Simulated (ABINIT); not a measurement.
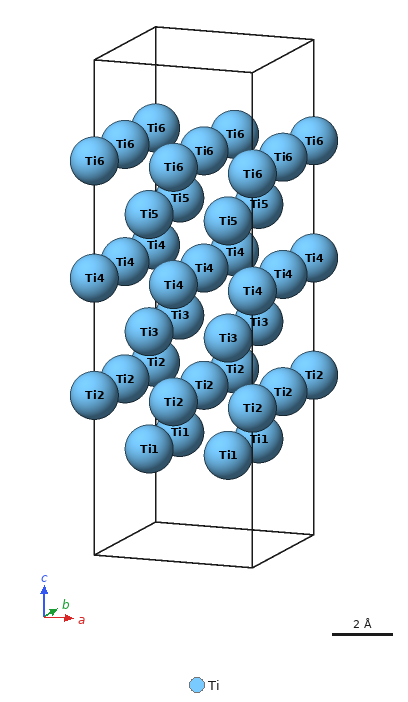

The structure (spheres-only view of the 2 × 2 repeat of the cell, with the vacuum cut short, seen slightly off an axis; atoms are numbered from 1 in the order of the input). An atom can appear more than once, as a periodic image.

## Workfunction calculation of Ti (part 1 of 3)

System: Ti (slab, 6 atoms in the cell).
Method: Kohn-Sham DFT of a periodic cell, PBE, JTH PAW PBE v2.0, no spin polarisation (ABINIT 10.8.3).

The structure derives from an entry of the Crystallography Open Database.

### Log
```
.Version 10.8.3 of ABINIT
 Symmetries : space group P4/n m m (#129); Bravais tP (primitive tetrag.)
================================================================================
 Values of the parameters that define the memory need of the present run
     intxc =       0    ionmov =       0      iscf =      17    lmnmax =      18
     lnmax =       6     mgfft =     180  mpssoang =       3    mqgrid =   11719
     natom =       6  nloc_mem =       2    nspden =       1   nspinor =       1
    nsppol =       1      nsym =      16    n1xccc =       1    ntypat =       1
    occopt =       3   xclevel =       2
       mpw =        3909          nfft =       72000          nkpt =          15
Pmy_natom=         2
 PAW method is used; the additional fine FFT grid is defined by:
   mgfftf=       240    nfftf =    216000
================================================================================
================================================================================

--------------------------------------------------------------------------------
------------- Echo of variables that govern the present computation ------------
--------------------------------------------------------------------------------
 -outvars: echo values of preprocessed input variables --------
            acell      1.0000000000E+00  1.0000000000E+00  1.0000000000E+00 Bohr
              amu      4.78800000E+01
          chkprim           0
      chksymtnons           0
             ecut      1.50000000E+01 Hartree
           enunit           2
              ixc          11
         kptrlatt        9    0    0      0    9    0      0    0    1
          kptrlen      4.88261423E+01
            natom           6
            nband          44
            ngfft          20      20     180
          ngfftdg          30      30     240
             nkpt          15
            nstep         120
             nsym          16
           ntypat           1
           occopt           3
        pawecutdg      3.00000000E+01 Hartree
         pawxcdev           0
        prtebands           0
           prteig           0
           prtpot           1
         prtvclmb           1
           prtvha           1
           prtvol           2
            prtwf           0
            rprim      5.4251269187E+00  0.0000000000E+00  0.0000000000E+00
                       0.0000000000E+00  5.4251269187E+00  0.0000000000E+00
                       0.0000000000E+00  0.0000000000E+00  4.7526612034E+01
          spgroup         129
           tolsym      1.00000000E-06
           tolvrs      1.00000000E-09
           tsmear      1.83747000E-03 Hartree
            typat      1  1  1  1  1  1
           useylm           1
           xangst      1.4354267648E+00  1.4354267648E+00  7.4999999952E+00
                       0.0000000000E+00  0.0000000000E+00  9.5299999947E+00
                       1.4354267648E+00  1.4354267648E+00  1.1559999992E+01
                       0.0000000000E+00  0.0000000000E+00  1.3589999991E+01
                       1.4354267648E+00  1.4354267648E+00  1.5619999988E+01
                       0.0000000000E+00  0.0000000000E+00  1.7649999988E+01
            xcart      2.7125634593E+00  2.7125634593E+00  1.4172945935E+01
                       0.0000000000E+00  0.0000000000E+00  1.8009089970E+01
                       2.7125634593E+00  2.7125634593E+00  2.1845234000E+01
                       0.0000000000E+00  0.0000000000E+00  2.5681378034E+01
                       2.7125634593E+00  2.7125634593E+00  2.9517522064E+01
                       0.0000000000E+00  0.0000000000E+00  3.3353666099E+01
             xred      5.0000000000E-01  5.0000000000E-01  2.9821073560E-01
                       0.0000000000E+00  0.0000000000E+00  3.7892644140E-01
                       5.0000000000E-01  5.0000000000E-01  4.5964214710E-01
                       0.0000000000E+00  0.0000000000E+00  5.4035785290E-01
                       5.0000000000E-01  5.0000000000E-01  6.2107355860E-01
                       0.0000000000E+00  0.0000000000E+00  7.0178926440E-01
            znucl       22.00000

================================================================================

 chkinp: Checking input parameters for consistency.

================================================================================
== DATASET  1 ==================================================================

--- !DatasetInfo
iteration_state: {dtset: 1, }
dimensions: {natom: 6, nkpt: 15, mband: 44, nsppol: 1, nspinor: 1, nspden: 1, mpw: 3909, }
cutoff_energies: {ecut:  15.0, pawecutdg:  30.0, }
electrons: {nelect:   7.20000000E+01, charge:   0.00000000E+00, occopt:   3.00000000E+00, tsmear:   1.83747000E-03, }
meta: {optdriver: 0, ionmov: 0, optcell: 0, iscf: 17, paral_kgb: 0, }
...

 Exchange-correlation functional for the present dataset will be:
  GGA: Perdew-Burke-Ernzerhof functional - ixc=11
  J.P.Perdew, K.Burke, M.Ernzerhof, PRL 77, 3865 (1996)

 Real(R)+Recip(G) space primitive vectors, cartesian coordinates (Bohr,Bohr^-1):
 R(1)=  5.4251269  0.0000000  0.0000000  G(1)=  0.1843275  0.0000000  0.0000000
 R(2)=  0.0000000  5.4251269  0.0000000  G(2)=  0.0000000  0.1843275  0.0000000
 R(3)=  0.0000000  0.0000000 47.5266120  G(3)=  0.0000000  0.0000000  0.0210408
 Unit cell volume ucvol=  1.3988033E+03 bohr^3
 Angles (23,13,12)=  9.00000000E+01  9.00000000E+01  9.00000000E+01 degrees

 Coarse grid specifications (used for wave-functions):

 getcut: wavevector=  0.0000  0.0000  0.0000  ngfft=  20  20 180
         ecut(hartree)=     15.000   => boxcut(ratio)=   2.11451

 Fine grid specifications (used for densities):

 getcut: wavevector=  0.0000  0.0000  0.0000  ngfft=  30  30 240
         ecut(hartree)=     30.000   => boxcut(ratio)=   2.04809

--- Pseudopotential description ------------------------------------------------
- pspini: atom type   1  psp file is ./Ti.GGA_PBE-JTH.xml
 Pseudopotential format is: paw10
 basis_size (lnmax)=  6 (lmn_size= 18), orbitals=   0   0   1   1   2   2
 Spheres core radius: rc_sph= 2.30802695
 Shapefunction is BESSEL type: shapef(r,l)=aa(1,l)*jl(q(1,l)*r)+aa(2,l)*jl(q(2,l)*r)
 Radius for shape functions =  2.01037111
 Compensation charge density is not taken into account in XC energy/potential

   1.10140697E+04                                ecore*ucvol(ha*bohr**3)
--------------------------------------------------------------------------------

================================================================================

--- !BeginCycle
iteration_state: {dtset: 1, }
solver: {iscf: 17, nstep: 120, nline: 4, wfoptalg: 10, }
tolerances: {tolvrs: 1.00E-09, }
...

     iter   Etot(hartree)      deltaE(h)  residm     nres2
 ETOT  1  -348.75725940745    -3.488E+02 3.536E+00 3.037E+01
 ETOT  2  -352.01438997655    -3.257E+00 8.795E-02 8.152E+01
 ETOT  3  -351.91487601117     9.951E-02 1.463E-01 2.552E+01
 ETOT  4  -351.84047303194     7.440E-02 1.438E-02 1.261E+00
 ETOT  5  -351.83848663045     1.986E-03 1.854E-02 1.863E+00
 ETOT  6  -351.83334919877     5.137E-03 4.790E-03 7.007E-01
 ETOT  7  -351.83192937690     1.420E-03 5.562E-03 2.260E-01
 ETOT  8  -351.82993828491     1.991E-03 1.957E-03 3.283E-01
 ETOT  9  -351.82876309823     1.175E-03 1.361E-03 5.811E-02
 ETOT 10  -351.82792135971     8.417E-04 1.040E-03 1.503E-02
 ETOT 11  -351.82753842768     3.829E-04 3.807E-04 1.091E-02
 ETOT 12  -351.82711702195     4.214E-04 2.031E-03 7.658E-03
 ETOT 13  -351.82674302113     3.740E-04 5.400E-04 5.120E-03
 ETOT 14  -351.82604542399     6.976E-04 1.403E-03 3.606E-03
 ETOT 15  -351.82574929567     2.961E-04 5.376E-04 3.133E-03
 ETOT 16  -351.82533268613     4.166E-04 1.110E-03 2.132E-03
 ETOT 17  -351.82510425877     2.284E-04 4.826E-04 1.778E-03
 ETOT 18  -351.82491906712     1.852E-04 1.068E-03 1.582E-03
 ETOT 19  -351.82480917822     1.099E-04 3.426E-04 1.453E-03
 ETOT 20  -351.82468035050     1.288E-04 3.602E-04 1.294E-03
 ETOT 21  -351.82462531354     5.504E-05 2.097E-04 1.230E-03
 ETOT 22  -351.82444771115     1.776E-04 9.966E-05 1.033E-03
 ETOT 23  -351.82426655362     1.812E-04 1.942E-04 8.461E-04
 ETOT 24  -351.82410215365     1.644E-04 1.408E-04 6.219E-04
 ETOT 25  -351.82388048198     2.217E-04 3.098E-04 2.761E-04
 ETOT 26  -351.82384504781     3.543E-05 1.976E-04 7.208E-05
 ETOT 27  -351.82390798882    -6.294E-05 4.186E-04 1.145E-05
 ETOT 28  -351.82389428522     1.370E-05 2.277E-04 2.060E-05
 ETOT 29  -351.82388123596     1.305E-05 4.988E-04 2.456E-05
 ETOT 30  -351.82392608165    -4.485E-05 2.233E-04 1.301E-06
 ETOT 31  -351.82392776426    -1.683E-06 5.316E-04 6.920E-07
 ETOT 32  -351.82392660224     1.162E-06 1.894E-04 5.012E-07
 ETOT 33  -351.82392790613    -1.304E-06 4.854E-04 1.253E-07
 ETOT 34  -351.82392805001    -1.439E-07 1.492E-04 4.488E-08
 ETOT 35  -351.82392808238    -3.237E-08 3.778E-04 5.273E-08
 ETOT 36  -351.82392812466    -4.228E-08 1.147E-04 2.262E-08
 ETOT 37  -351.82392815172    -2.705E-08 2.520E-04 4.992E-09
 ETOT 38  -351.82392815275    -1.030E-09 8.223E-05 3.831E-09
 ETOT 39  -351.82392815380    -1.055E-09 1.510E-04 3.760E-10

 At SCF step   39       nres2   =  3.76E-10 < tolvrs=  1.00E-09 =>converged.

 Cartesian components of stress tensor (hartree/bohr^3)
  sigma(1 1)=  1.34763510E-05  sigma(3 2)=  0.00000000E+00
  sigma(2 2)=  1.34763510E-05  sigma(3 1)=  0.00000000E+00
  sigma(3 3)= -1.74469567E-05  sigma(2 1)=  0.00000000E+00

--- !ResultsGS
iteration_state: {dtset: 1, }
comment   : Summary of ground state results
lattice_vectors:
- [  5.4251269,   0.0000000,   0.0000000, ]
- [  0.0000000,   5.4251269,   0.0000000, ]
- [  0.0000000,   0.0000000,  47.5266120, ]
lattice_lengths: [   5.42513,    5.42513,   47.52661, ]
lattice_angles: [ 90.000,  90.000,  90.000, ] # degrees, (23, 13, 12)
lattice_volume:   1.3988033E+03
convergence: {deltae: -1.055E-09, res2:  3.760E-10, residm:  1.510E-04, diffor: null, }
etotal    :  -3.51823928E+02
entropy   :   0.00000000E+00
fermie    :   6.99598525E-02
cartesian_stress_tensor: # hartree/bohr^3
- [  1.34763510E-05,   0.00000000E+00,   0.00000000E+00, ]
- [  0.00000000E+00,   1.34763510E-05,   0.00000000E+00, ]
- [  0.00000000E+00,   0.00000000E+00,  -1.74469567E-05, ]
pressure_GPa:  -9.3223E-02
xred      :
- [  5.0000E-01,   5.0000E-01,   2.9821E-01, Ti]
- [  0.0000E+00,   0.0000E+00,   3.7893E-01, Ti]
- [  5.0000E-01,   5.0000E-01,   4.5964E-01, Ti]
- [  0.0000E+00,   0.0000E+00,   5.4036E-01, Ti]
- [  5.0000E-01,   5.0000E-01,   6.2107E-01, Ti]
- [  0.0000E+00,   0.0000E+00,   7.0179E-01, Ti]
cartesian_forces: # hartree/bohr
- [ -7.44492782E-29,  -7.65819399E-29,   7.57266309E-03, ]
- [ -0.00000000E+00,   7.75513315E-31,  -1.37705647E-02, ]
- [  3.72246391E-29,   3.62552475E-29,  -1.63318752E-04, ]
- [ -3.72246391E-29,  -3.70307608E-29,   1.63318752E-04, ]
- [ -0.00000000E+00,  -3.87756658E-31,   1.37705647E-02, ]
- [  7.44492782E-29,   7.69696965E-29,  -7.57266309E-03, ]
force_length_stats: {min:   1.63318752E-04, max:   1.37705647E-02, mean:   7.16884885E-03, }
...

 Integrated electronic density in atomic spheres:
 ------------------------------------------------
 Atom  Sphere_radius  Integrated_density
    1        2.30803         10.12381885
    2        2.30803         10.19550324
    3        2.30803         10.20885771
    4        2.30803         10.20885771
    5        2.30803         10.19550324
    6        2.30803         10.12381885

================================================================================

 ----iterations are completed or convergence reached----

 Mean square residual over all n,k,spin=   23.847E-08; max=  15.101E-05
   0.0000  0.0000  0.0000    1  1.51006E-04 kpt; spin; max resid(k); each band:
  2.56E-13 2.44E-13 7.52E-14 6.42E-14 6.28E-14 4.38E-14 1.40E-13 1.43E-13
  2.81E-14 1.46E-14 1.66E-14 2.83E-14 2.83E-14 4.01E-14 5.10E-14 5.10E-14
  3.29E-14 4.18E-14 4.18E-14 4.01E-14 3.97E-14 2.22E-14 2.66E-14 2.66E-14
  5.61E-14 2.89E-13 4.00E-13 4.46E-13 3.44E-13 6.51E-14 1.92E-14 7.30E-15
  3.57E-14 5.59E-14 6.18E-12 1.63E-11 9.23E-15 1.78E-13 1.18E-12 7.67E-13
  1.02E-12 1.55E-09 8.26E-10 1.51E-04
   0.1111  0.0000  0.0000    1  2.19567E-07 kpt; spin; max resid(k); each band:
  2.71E-13 2.40E-13 6.93E-14 6.01E-14 6.84E-14 4.29E-14 1.49E-13 1.36E-13
  4.25E-14 9.31E-14 7.77E-14 1.24E-14 2.61E-14 9.96E-14 5.62E-14 4.15E-14
  4.96E-14 3.82E-14 5.76E-14 3.90E-14 4.01E-14 1.91E-14 3.03E-14 2.55E-14
  5.75E-14 2.17E-13 4.03E-13 3.69E-13 4.11E-13 6.11E-14 3.05E-14 8.16E-15
  9.34E-14 2.21E-13 5.31E-12 6.81E-12 5.43E-13 7.11E-13 1.30E-12 1.02E-10
  1.34E-11 8.18E-09 4.60E-08 2.20E-07
   0.2222  0.0000  0.0000    1  1.29014E-07 kpt; spin; max resid(k); each band:
  2.36E-13 2.23E-13 6.87E-14 5.23E-14 6.47E-14 3.95E-14 1.08E-13 1.12E-13
  1.39E-13 1.26E-13 1.68E-13 9.84E-14 7.92E-15 1.20E-14 6.03E-14 5.14E-14
  4.37E-14 4.51E-14 3.87E-14 3.19E-14 4.01E-14 2.75E-14 3.07E-14 2.26E-14
  3.91E-14 1.57E-13 2.94E-13 2.09E-13 2.42E-13 7.29E-14 5.30E-14 5.61E-14
  8.73E-14 1.41E-12 5.50E-12 4.46E-12 6.13E-13 1.51E-12 6.14E-14 5.86E-12
  2.39E-11 1.41E-09 6.48E-08 1.29E-07
   0.3333  0.0000  0.0000    1  5.69523E-09 kpt; spin; max resid(k); each band:
  2.08E-13 2.11E-13 6.99E-14 4.44E-14 6.30E-14 3.25E-14 9.10E-14 1.19E-13
  1.94E-13 1.63E-13 6.05E-14 9.54E-14 7.61E-14 6.94E-14 8.09E-15 9.64E-15
  5.71E-14 3.99E-14 4.13E-14 2.01E-14 2.70E-14 3.27E-14 3.91E-14 1.75E-14
  2.71E-14 6.64E-14 9.57E-14 1.33E-13 1.92E-13 1.73E-13 4.97E-14 1.30E-13
  1.74E-13 1.29E-12 2.96E-13 1.43E-12 5.49E-13 3.74E-13 2.17E-13 3.82E-13
  2.48E-11 2.25E-10 5.70E-09 2.08E-09
   0.4444  0.0000  0.0000    1  2.72937E-08 kpt; spin; max resid(k); each band:
  2.27E-13 2.31E-13 4.28E-14 3.01E-14 3.03E-14 1.30E-14 2.42E-13 2.47E-13
  1.17E-13 8.84E-14 7.88E-14 4.90E-14 9.12E-14 9.02E-14 5.48E-15 4.56E-15
  5.26E-14 4.51E-14 3.06E-14 1.36E-14 5.85E-15 3.58E-14 1.35E-14 5.58E-15
  1.21E-14 1.97E-14 3.58E-14 4.82E-14 1.13E-13 1.07E-13 2.26E-13 3.05E-13
  1.03E-13 2.06E-13 4.11E-13 1.34E-13 4.20E-13 6.49E-13 2.22E-12 1.35E-12
  4.24E-10 1.75E-10 2.73E-08 1.13E-08
   0.1111  0.1111  0.0000    1  9.24294E-08 kpt; spin; max resid(k); each band:
  2.46E-13 2.43E-13 6.87E-14 5.67E-14 6.89E-14 4.17E-14 1.32E-13 1.20E-13
  4.67E-14 1.09E-13 3.79E-14 5.26E-14 6.76E-14 1.13E-13 5.34E-14 4.49E-14
  4.62E-14 4.85E-14 2.36E-14 4.13E-14 3.54E-14 2.85E-14 1.78E-14 3.26E-14
  5.41E-14 1.63E-13 3.06E-13 3.65E-13 3.32E-13 6.25E-14 2.74E-14 8.02E-15
  1.18E-13 1.27E-13 5.64E-12 6.01E-12 5.29E-14 8.10E-13 5.86E-13 7.53E-12
  4.48E-12 1.64E-08 7.24E-08 9.24E-08
   0.2222  0.1111  0.0000    1  9.64629E-08 kpt; spin; max resid(k); each band:
  2.46E-13 2.37E-13 6.92E-14 5.03E-14 6.39E-14 3.87E-14 1.14E-13 1.17E-13
  1.45E-13 1.25E-13 1.61E-13 1.19E-13 6.51E-14 9.87E-14 7.28E-14 7.62E-14
  5.59E-14 4.32E-14 3.56E-14 4.47E-14 3.84E-14 3.27E-14 3.07E-14 2.20E-14
  4.04E-14 1.51E-13 2.88E-13 2.29E-13 2.76E-13 7.41E-14 3.27E-14 6.45E-14
  8.38E-14 3.01E-13 3.07E-12 1.40E-12 2.96E-12 3.52E-13 5.80E-13 8.73E-13
  2.77E-12 2.33E-11 5.38E-09 9.65E-08
   0.3333  0.1111  0.0000    1  8.20665E-10 kpt; spin; max resid(k); each band:
  2.06E-13 2.03E-13 7.01E-14 4.27E-14 6.30E-14 3.15E-14 9.76E-14 1.17E-13
  1.88E-13 1.59E-13 5.79E-14 7.70E-14 1.01E-13 6.52E-14 5.74E-14 9.79E-14
```
